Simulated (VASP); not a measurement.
## Run report: Si, geometry relaxation (part 1 of 2)

System: Si (Fd-3m, 2 atoms in the cell).
Method: Kohn-Sham DFT of a periodic cell, LDA, VASP PAW LDA potentials, recommended, no spin polarisation (VASP 6.6.1).

The structure derives from an entry of the Crystallography Open Database.

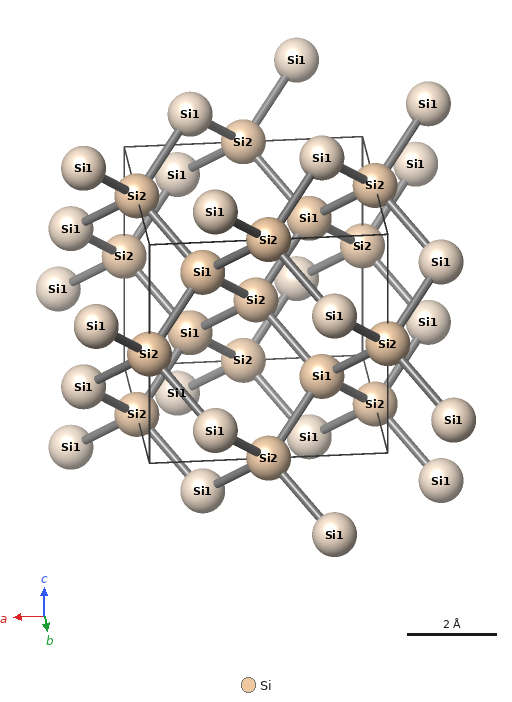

Figure 1. The structure as given in the input (ball-and-stick view of the cell 4 times as large as that of the calculation, set on its symmetry axes, seen at an oblique angle; neighbours outside the cell are drawn fainter; atoms are numbered from 1 in the order of the input). An atom can appear more than once, as a periodic image. Near neighbours in the periodic cell (some may lie outside the picture): Si has 4 Si at 2.35 Å.

Summary

- outcome: converged
- space group (tolerance 0.01 Å): Fd-3m (227)
- electrons treated: 8
- free energy: −11.8916 eV
- gap on the k-point mesh: 0.57 eV
- pressure: 0.00 GPa
- final volume: 39.44 Å³
- largest force (length of the vector) at the end: under 0.001 eV/Å
- final cell: a = 3.821 Å, b = 3.821 Å, c = 3.821 Å, α = 60.00°, β = 60.00°, γ = 60.00°
- hardware: 1 thread of AMD EPYC (Zen 3), 360 GiB of memory available, shared host
- wall time: 7.3 s
- peak memory: 0.08 GiB

INCAR
```
SYSTEM = Si
PREC = Accurate
ENCUT = 350
EDIFF = 1E-7
ISMEAR = 0
SIGMA = 0.02
LREAL = .FALSE.
LASPH = .TRUE.
NELM = 100
ALGO = Normal
ISIF = 3
LWAVE = .FALSE.
LCHARG = .FALSE.
IBRION = 2
NSW = 80
EDIFFG = -0.002
```

KPOINTS
```
Automatic mesh
0
G
  6 6 6
  0 0 0
```

POSCAR
```
Si
1.0
    0.0000000000      2.7135600000      2.7135600000
    2.7135600000      0.0000000000      2.7135600000
    2.7135600000      2.7135600000      0.0000000000
Si
2
Direct
    0.7500000000      0.7500000000      0.7500000000
    0.5000000000      0.5000000000      0.5000000000
```

Command:
```bash
cat potpaw_LDA.64/Si/POTCAR > POTCAR
mpirun -np 1 vasp_std > vasp.out
```

OSZICAR
```
N       E                     dE             d eps       ncg     rms          rms(c)
DAV:   1     0.126467384521E+01    0.12647E+01   -0.27652E+03   280   0.586E+02
DAV:   2    -0.120115974534E+02   -0.13276E+02   -0.12471E+02   416   0.706E+01
DAV:   3    -0.121570712370E+02   -0.14547E+00   -0.14547E+00   352   0.921E+00
DAV:   4    -0.121575780283E+02   -0.50679E-03   -0.50679E-03   376   0.546E-01
DAV:   5    -0.121575783824E+02   -0.35412E-06   -0.35412E-06   368   0.126E-02    0.505E+00
DAV:   6    -0.119736793756E+02    0.18390E+00   -0.12344E-01   328   0.176E+00    0.303E+00
DAV:   7    -0.118894946569E+02    0.84185E-01   -0.21885E-01   304   0.240E+00    0.239E-01
DAV:   8    -0.118895487781E+02   -0.54121E-04   -0.63604E-03   280   0.594E-01    0.674E-02
DAV:   9    -0.118895322603E+02    0.16518E-04   -0.20590E-04   392   0.954E-02    0.592E-02
DAV:  10    -0.118895366930E+02   -0.44328E-05   -0.10066E-05   320   0.230E-02    0.320E-02
DAV:  11    -0.118895366457E+02    0.47310E-07   -0.74898E-07   352   0.578E-03
   1 F= -.11889537E+02 E0= -.11889537E+02  d E =-.118895E+02
       N       E                     dE             d eps       ncg     rms          rms(c)
DAV:   1    -0.118938296835E+02   -0.42930E-02   -0.11371E-01   280   0.192E+00    0.310E-01
DAV:   2    -0.118915741934E+02    0.22555E-02   -0.22554E-03   296   0.317E-01    0.194E-01
DAV:   3    -0.118905203924E+02    0.10538E-02   -0.25435E-03   288   0.254E-01    0.504E-02
DAV:   4    -0.118905177208E+02    0.26716E-05   -0.26111E-05   320   0.461E-02    0.440E-02
DAV:   5    -0.118905118068E+02    0.59140E-05   -0.14813E-06   328   0.938E-03    0.429E-03
DAV:   6    -0.118905118018E+02    0.49642E-08   -0.35844E-08   200   0.159E-03
   2 F= -.11890512E+02 E0= -.11890512E+02  d E =-.975156E-03
       N       E                     dE             d eps       ncg     rms          rms(c)
DAV:   1    -0.118921477194E+02   -0.16359E-02   -0.19575E-02   280   0.791E-01    0.128E-01
DAV:   2    -0.118917573066E+02    0.39041E-03   -0.39158E-04   296   0.132E-01    0.810E-02
DAV:   3    -0.118915743163E+02    0.18299E-03   -0.44264E-04   288   0.106E-01    0.205E-02
DAV:   4    -0.118915738505E+02    0.46579E-06   -0.45342E-06   320   0.191E-02    0.178E-02
DAV:   5    -0.118915728764E+02    0.97413E-06   -0.24613E-07   288   0.383E-03    0.155E-03
DAV:   6    -0.118915728750E+02    0.14085E-08   -0.62381E-09   152   0.672E-04
   3 F= -.11891573E+02 E0= -.11891573E+02  d E =-.203623E-02
```

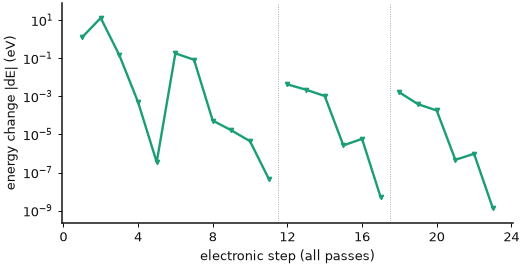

Figure 2. Convergence of the self-consistent field: energy change |dE| against the electronic step. Each stretch between dotted lines is the SCF of one geometry step of a relaxation. The 3 ionic steps take 6 to 11 electronic steps each. The density is held fixed in the first few steps, and dE rises again when its update begins.

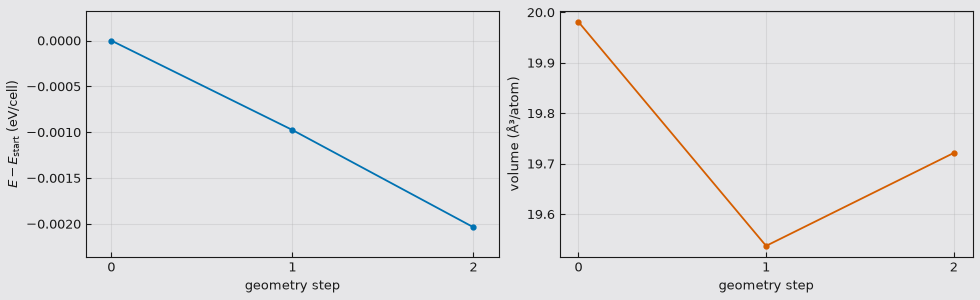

Figure 3. Progress of the relaxation, step by step (steps are counted from 0). The atoms keep their places relative to the cell (all moves are under 0.005 Å). Cell: a = b = c 5.427 → 5.404 Å (−0.4 %). Volume −1.3 %. Distances before and after: Si1–Si2 2.350 → 2.340 Å. The space group stays Fd-3m (No. 227). After 2 geometry steps the energy has fallen by 2.0 meV per cell of the calculation. All forces vanish by symmetry, so only the cell relaxes. (Atoms are counted from 1 in the order of the input.)

Parts of OUTCAR
```
SYSTEM = Si
   PREC = Accurate
   ENCUT = 350
   EDIFF = 1E-7
   ISMEAR = 0
   LREAL = .FALSE.
   LASPH = .TRUE.
   NELM = 100
   ISIF = 3
   IBRION = 2
   NSW = 80
   EDIFFG = -0.002

 ion  position               nearest neighbor table
   1  0.750  0.750  0.750-   2 2.35   2 2.35   2 2.35   2 2.35
   2  0.500  0.500  0.500-   1 2.35   1 2.35   1 2.35   1 2.35

  LATTYP: Found a face centered cubic cell.
 ALAT       =     5.4271200000

  Lattice vectors:

 A1 = (   0.0000000000,   2.7135600000,   2.7135600000)
 A2 = (   2.7135600000,   0.0000000000,   2.7135600000)
 A3 = (   2.7135600000,   2.7135600000,   0.0000000000)

Analysis of symmetry for initial positions (statically):
=====================================================================
 Subroutine PRICEL returns:
 Original cell was already a primitive cell.

 Routine SETGRP: Setting up the symmetry group for a
 face centered cubic supercell.

 Subroutine GETGRP returns: Found 48 space group operations
 (whereof 24 operations were pure point group operations)
 out of a pool of 48 trial point group operations.

The static configuration has the point symmetry T_d .
 The point group associated with its full space group is O_h .

Analysis of symmetry for dynamics (positions and initial velocities):
=====================================================================
 Subroutine PRICEL returns:
 Original cell was already a primitive cell.

 Routine SETGRP: Setting up the symmetry group for a
 face centered cubic supercell.

 Subroutine GETGRP returns: Found 48 space group operations
 (whereof 24 operations were pure point group operations)
 out of a pool of 48 trial point group operations.

The dynamic configuration has the point symmetry T_d .
 The point group associated with its full space group is O_h .

 Subroutine INISYM returns: Found 48 space group operations
 (whereof 24 operations are pure point group operations),
 and found     1 'primitive' translations

----------------------------------------------------------------------------------------

                                     Primitive cell

  volume of cell :      39.9621

  direct lattice vectors                    reciprocal lattice vectors
     0.000000000  2.713560000  2.713560000    -0.184259792  0.184259792  0.184259792
     2.713560000  0.000000000  2.713560000     0.184259792 -0.184259792  0.184259792
     2.713560000  2.713560000  0.000000000     0.184259792  0.184259792 -0.184259792

  length of vectors
     3.837553354  3.837553354  3.837553354     0.319147321  0.319147321  0.319147321

  position of ions in fractional coordinates (direct lattice)
     0.750000000  0.750000000  0.750000000
     0.500000000  0.500000000  0.500000000

  ion indices of the primitive-cell ions
   primitive index   ion index
                 1           1
                 2           2

----------------------------------------------------------------------------------------

 KPOINTS: Automatic mesh

Automatic generation of k-mesh.
 Grid dimensions read from file:
 generate k-points for:    6    6    6

 Generating k-lattice:

  Cartesian coordinates                     Fractional coordinates (reciprocal lattice)
    -0.030709965  0.030709965  0.030709965     0.166666667  0.000000000  0.000000000
     0.030709965 -0.030709965  0.030709965     0.000000000  0.166666667  0.000000000
     0.030709965  0.030709965 -0.030709965     0.000000000  0.000000000  0.166666667

  Length of vectors
     0.053191220  0.053191220  0.053191220

  Shift w.r.t. Gamma in fractional coordinates (k-lattice)
     0.000000000  0.000000000  0.000000000

 Subroutine IBZKPT returns following result:
 ===========================================

 Found     16 irreducible k-points:

 Following reciprocal coordinates:
            Coordinates               Weight
  0.000000  0.000000  0.000000      1.000000
  0.166667  0.000000  0.000000      8.000000
  0.333333  0.000000  0.000000      8.000000
  0.500000  0.000000  0.000000      4.000000
  0.166667  0.166667  0.000000      6.000000
  0.333333  0.166667  0.000000     24.000000
  0.500000  0.166667  0.000000     24.000000
 -0.333333  0.166667  0.000000     24.000000
 -0.166667  0.166667  0.000000     12.000000
  0.333333  0.333333  0.000000      6.000000
  0.500000  0.333333  0.000000     24.000000
 -0.333333  0.333333  0.000000     12.000000
  0.500000  0.500000  0.000000      3.000000
  0.500000  0.333333  0.166667     24.000000
 -0.333333  0.333333  0.166667     24.000000
 -0.333333  0.500000  0.166667     12.000000
```
